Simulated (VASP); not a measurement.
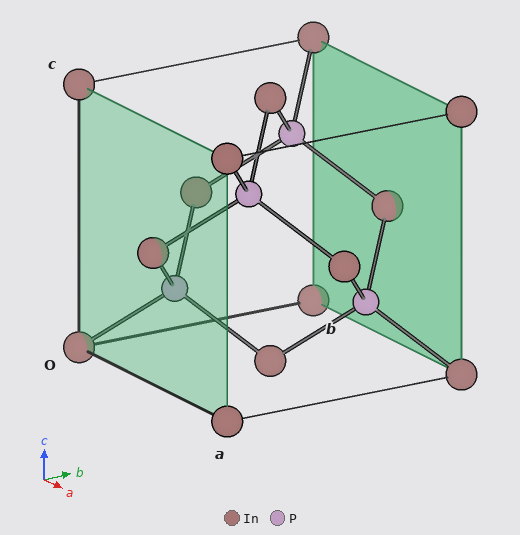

Crystal: InP, the geometry relaxed with VASP 6.6.1, VASP Kohn-Sham DFT of a periodic cell, r2SCAN, VASP PAW PBE potentials, recommended. Every member of one family of equally spaced planes, hx + ky + lz = a whole number, that cuts the unit cell is shaded (one member passes through the origin O). Geometry calculated from the standardised cell; symmetry tolerance 0.002 Å.

a = 5.904 Å, b = 5.904 Å, c = 5.904 Å, α = 90.00°, β = 90.00°, γ = 90.00°.

Question: Index the planes.

Answer: (0 1 0); the opposite sign names the same planes. The member next to the origin meets the axes a never, b at 1, c never.

Question: What is the spacing?

Answer: d = 5.904 Å.

Question: Which atoms of the cell lie in these planes (within 0.03 Å)?

Answer: 2 of the 4 In.

Question: The space group is No. 216, F-43m. How many reflections hkl are equivalent to this one (itself included), and does it occur?

Answer: 6 reflections are equivalent in the Laue class m-3m. The reflection is systematically absent, by the centring.
